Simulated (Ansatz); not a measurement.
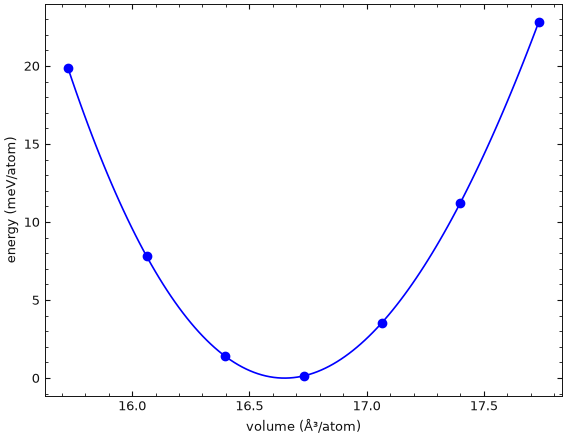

The figure shows the energy against volume.

Computed with Ansatz 0.2.0: all-electron LAPW DFT, no spin polarisation; energies at scaled volumes of the given cell, shape and fractions fixed, counted from the fit's minimum, third-order Birch-Murnaghan fit. Level: PBEsol.

Question: For which of these solids was it computed?
A. Ti, Fm-3m (No. 225)
B. HfN, F-43m (No. 216)
C. SrO, P6_3/mmc (No. 194)
D. MgSe, Fm-3m (No. 225)

Answer: A, Ti: energy from 0.14 meV/atom to 22.82 meV/atom, V0 16.65 Å³/atom, B0 114 GPa. The others give: HfN, energy from 0.34 meV/atom to 61.17 meV/atom, V0 14.41 Å³/atom, B0 201 GPa; MgSe, energy from 0.01 meV/atom to 15.90 meV/atom, V0 20.23 Å³/atom, B0 64.8 GPa; SrO, energy from 0.29 meV/atom to 32.52 meV/atom, V0 16.52 Å³/atom, B0 90.6 GPa.

For SrO, limits of the calculation: shape and atomic fractions are frozen while scaling, which makes layered, chain and framework solids too stiff.
